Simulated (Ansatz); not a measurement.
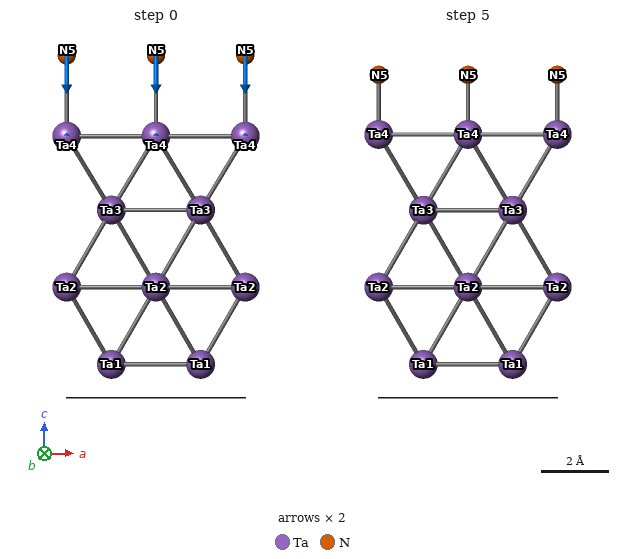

The structure of a slab of composition Ta4N (cut from the Im-3m phase) before (left) and after (right) a constrained relaxation, at one scale. The blue arrows give the displacements, magnified 2 times.

A ball-and-stick model of the 2 × 2 repeat of the cell, outlined in the plane, without the vacuum, seen along the b axis.

Case: N put at a top Ta site. The slab is the (1 1 0) face of Ta with N on it. 2 atoms are held fixed.

Level of theory: DFT PBEsol, scalar-relativistic, plane waves, PAW in Ansatz.

The input:
```yaml
crystal:
  lattice:
    - [2.8410132459, 0.0, 0.0]
    - [-0.9470044153, 2.6785329755, 0.0]
    - [0.0, 0.0, 25.9590328048]
  atoms:
    - { symbol: Ta, position: [0.5, 0.5, 0.3274390099] }
    - { symbol: Ta, position: [0.0, 0.0, 0.416798179] }
    - { symbol: Ta, position: [0.5, 0.5, 0.50584702] }
    - { symbol: Ta, position: [0.0, 0.0, 0.5912936046] }
    - { symbol: "N", position: [0.0, 0.0, 0.6845174168] }
basis:
  ecutwfc: 420
kpoints:
  mp_grid: { grid: [11, 11, 1] }
hamiltonian:
  xc: pbesol
scf:
  occupations: { method: gaussian, width: 0.1 }
output:
  forces: true
  eigenvalues: true
  write_density: true
  write_potential: true
  elf: true
  volumetric_format: npy
relax:
  adjacent_minimum: "off"
  f_tol: 0.03
  max_steps: 70
  constraints: [{ sites: [0, 1] }]
efield:
  axis: 3
  dipole_correction: true
  ramp_width: 0.04
```

Command:
```bash
ansatz run input.yaml --threads 2 --pin off --max-ram 5120MiB --backend cpu --events-out ev --progress --plain --runs-dir out
```

Question: What changed between the two?

Answer: The energy falls by 2.020 eV per cell of the calculation in 5 geometry steps. The largest force component goes from 4.4 to 0.01 eV/Å. The largest move is that of N5, 0.58 Å along the normal (−c). Largest moves by element: N 0.58 Å, Ta 0.05 Å. The cell stays as it was. Some distances before and after: Ta4–N5 2.420 → 1.789 Å, Ta3–Ta4 2.759 → 2.803 Å, Ta3–Ta4 (another image) 3.210 → 3.248 Å.

Limits of the set-up: the cell has an odd number of electrons but was run without spin polarisation; the periodic images lie only 2.8 Å apart, so the values are limited by the cell's size.
